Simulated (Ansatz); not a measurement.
The structure in question:

```cif
data_structure
_symmetry_space_group_name_H-M 'P 1'
_symmetry_Int_Tables_number 1
_cell_length_a 3.8313
_cell_length_b 3.8313
_cell_length_c 6.3326
_cell_angle_alpha 90.000
_cell_angle_beta 90.000
_cell_angle_gamma 120.000
_cell_volume 80.50
loop_
_atom_site_label
_atom_site_type_symbol
_atom_site_fract_x
_atom_site_fract_y
_atom_site_fract_z
_atom_site_occupancy
Si1 Si 0.33333 0.66667 0.06301 1
Si2 Si 0.66667 0.33333 0.56301 1
Si3 Si 0.33333 0.66667 0.43699 1
Si4 Si 0.66667 0.33333 0.93699 1
```

Q: What would you see if this were drawn?

A: The element is silicon. It is primitive hexagonal, space group P6_3/mmc (No. 194). The prototype is hexagonal diamond (lonsdaleite type). The cell holds four atoms. Each Si is bonded to four Si in a tetrahedral arrangement at 2.35 to 2.37 Å. The bonds build a three-dimensional framework.

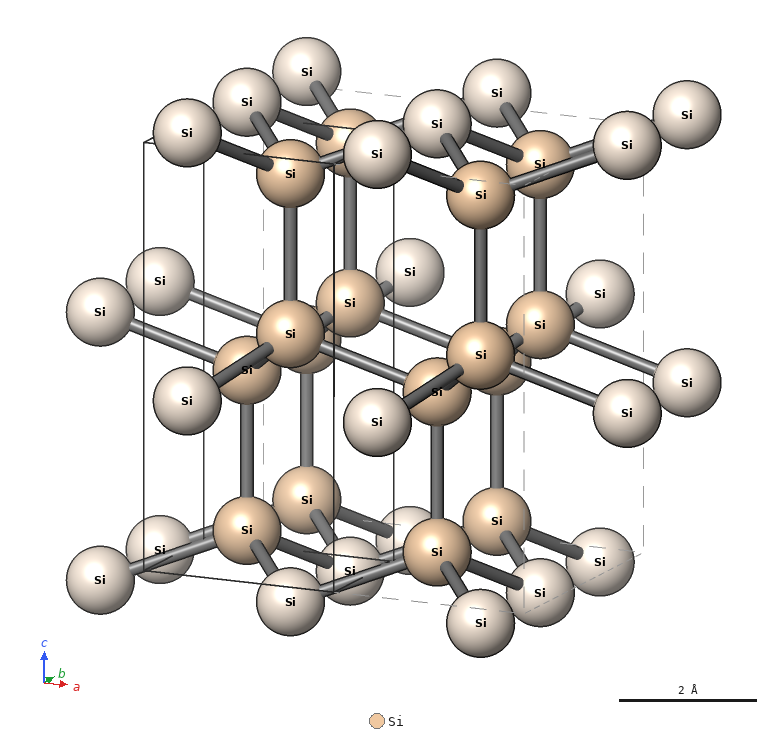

This ball-and-stick model is shown slightly off an axis. A block of 2×2×1 cells is shown, with one conventional unit cell in solid outline. Neighbours across the faces are drawn wherever a bond reaches them, in fainter colours. Colours: silicon light orange.

It goes back to a structure listed in the Materials Project. Earlier steps of the study may have refined or changed the cell and positions. Ansatz was used for an electronic-structure calculation on it.
